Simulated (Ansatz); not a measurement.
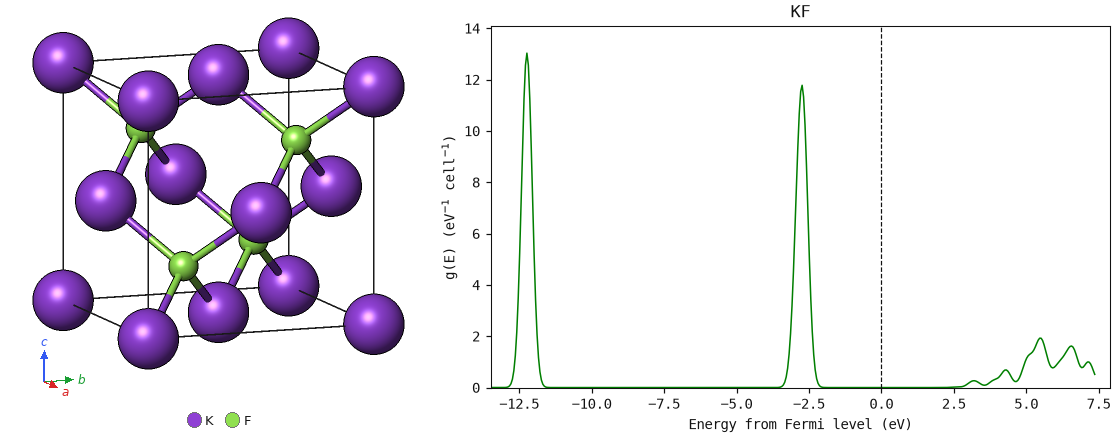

Density of states, beside the structure. Energies are counted from the Fermi level, put mid-gap where there is a gap. The curve is built from the levels of the k mesh with Gaussians 0.4 eV wide, which also blur the band edges.

System: KF, space group F-43m, 2 atoms in the cell, zincblende type.

```cif
data_structure
_symmetry_space_group_name_H-M 'F-43m'
_symmetry_Int_Tables_number 216
_cell_length_a 5.8708
_cell_length_b 5.8708
_cell_length_c 5.8708
_cell_angle_alpha 90.000
_cell_angle_beta 90.000
_cell_angle_gamma 90.000
_cell_volume 202.35
loop_
_atom_site_label
_atom_site_type_symbol
_atom_site_symmetry_multiplicity
_atom_site_Wyckoff_symbol
_atom_site_fract_x
_atom_site_fract_y
_atom_site_fract_z
_atom_site_occupancy
K1 K 4 a 0.00000 0.00000 0.00000 1
F1 F 4 d 0.25000 0.25000 0.75000 1
```

Level of theory: DFT, PBE, plane waves, PAW, no spin polarisation, 6×6×6 k mesh, 420 eV cutoff; code Ansatz.

Q: Metal or insulator, going by the density of states?

A: There is a gap; over the k points computed it is 5.17 eV (indirect; the smallest direct gap is 5.38 eV).
